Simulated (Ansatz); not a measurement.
```yaml
crystal:
  lattice:
    - [3.93209, 0.00000, 0.00000]
    - [0.00000, 3.93209, 0.00000]
    - [0.00000, 0.00000, 11.10391]
  atoms:
    - { symbol: P, position: [0.50000, 0.00000, 0.12071] }
    - { symbol: Ga, position: [0.50000, 0.50000, 0.00000] }
    - { symbol: P, position: [0.00000, 0.50000, 0.87929] }
    - { symbol: Ga, position: [0.00000, 0.00000, 0.75873] }
    - { symbol: As, position: [0.50000, 0.00000, 0.62927] }
    - { symbol: Ga, position: [0.50000, 0.50000, 0.50000] }
    - { symbol: As, position: [0.00000, 0.50000, 0.37073] }
    - { symbol: Ga, position: [0.00000, 0.00000, 0.24127] }
```

Space group P-4m2; started from the ordered alloy on zincblende lattice prototype, which need not be the ambient phase.

Method: Ansatz 0.2.0, DFT, r2SCAN, plane waves, PAW.

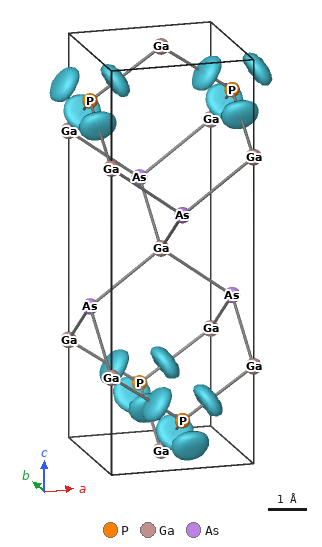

Ga$_{2}$AsP. Isosurface of the electron localisation function at 0.85 (cyan), seen slightly off an axis. Core shells and regions of very low density are left out. Sticks mark near contacts.

In a PAW calculation such maps are meaningful between the atoms, not at the nuclei.

### Where are the electrons localised?

The ELF exceeds this value in eight lobes of the valence shell of P pointing towards Ga (polar bonds), counted in one cell of 8 atoms. Any copies at cell faces, edges or corners count once.

Values along the shortest contacts:
Ga–P (2.38 Å): the ELF peaks at about 0.90 in the valence shell of P, 0.9 Å from its nucleus, and is about 0.80 at the midpoint. Ga–As (2.43 Å): the ELF peaks at about 0.80 between the atoms, as expected for a shared electron pair.
